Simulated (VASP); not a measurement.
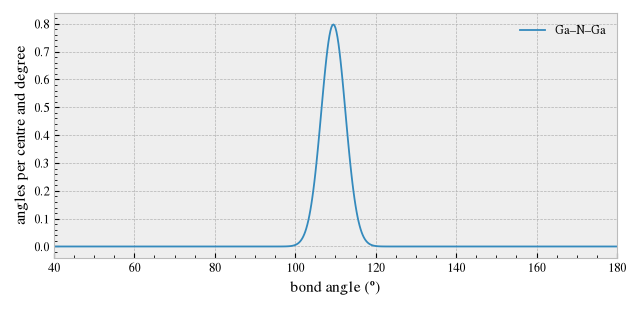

Bond-angle distributions computed from the structure of GaN; each angle is a Gaussian of σ = 3.0°. Bonds counted: Ga–N up to 2.35 Å. Basis of the simulation: an entry of the Crystallography Open Database, as set up for an electronic-structure calculation.

### Where do the angles cluster?

Ga–N–Ga: 109–110° (6 per centre)

### What coordination geometry do the angles point to, counting the bonds named above alone?

N has 4 Ga neighbours in a tetrahedral arrangement.

The structure has space group P6_3mc (No. 186); other forms of this composition would give other results.
